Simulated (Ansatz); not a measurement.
AlN

```
Al N
1.0
    -4.36980    2.18490    2.18490
     0.00000   -2.18490    2.18490
     9.10361    8.55760    8.55760
Al N
12 12
Direct
  0.53297 0.50000 0.39580
  0.03297 0.00000 0.39580
  0.68575 0.00000 0.22913
  0.18575 0.50000 0.22913
  0.88019 0.50000 0.56247
  0.38019 0.00000 0.56247
  0.57462 0.50000 0.89580
  0.07462 0.00000 0.89580
  0.72740 0.00000 0.72913
  0.22740 0.50000 0.72913
  0.83854 0.50000 0.06247
  0.33854 0.00000 0.06247
  0.86977 0.50000 0.43747
  0.36977 0.00000 0.43747
  0.52256 0.50000 0.27080
  0.02256 0.00000 0.27080
  0.71699 0.00000 0.60413
  0.21699 0.50000 0.60413
  0.91142 0.50000 0.93747
  0.41142 0.00000 0.93747
  0.56421 0.50000 0.77080
  0.06421 0.00000 0.77080
  0.67534 0.00000 0.10413
  0.17534 0.50000 0.10413
```

Space group Cm; a structure from a database of computed crystals, not necessarily the ambient phase; not relaxed (largest force 1.0 eV/Å).

Level of theory: DFT r2SCAN, scalar-relativistic, plane waves, PAW (Ansatz 0.2.0).

### Predict the valence pseudo-density and electron localisation function between the atoms.

Al–N (1.89 Å): ρ is about 0.69 e/Å³ halfway; the ELF peaks at about 0.90 in the valence shell of N, 0.8 Å from its nucleus, and is about 0.85 at the midpoint.
Al–N (1.94 Å): ρ is about 0.63 e/Å³ halfway; the ELF peaks at about 0.90 in the valence shell of N, 0.7 Å from its nucleus, and is about 0.85 at the midpoint.

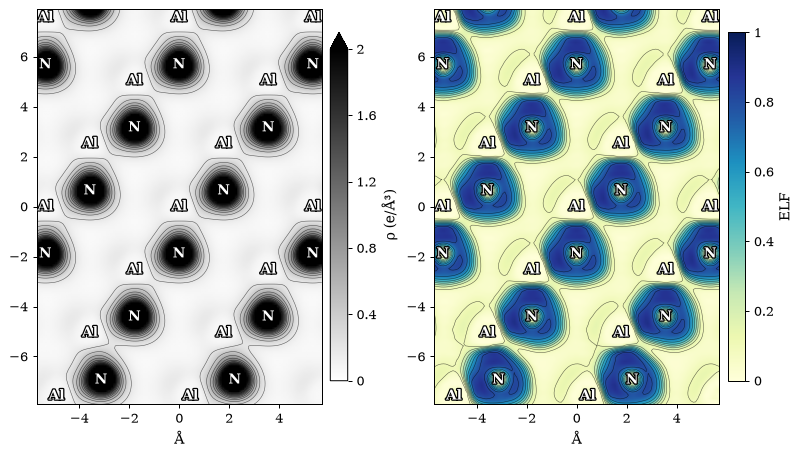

Computed valence pseudo-density and electron localisation function on the (010) plane of the conventional cell, in this order. 

The density is the valence pseudo-density of a PAW calculation; it isn't the true density close to the nuclei.
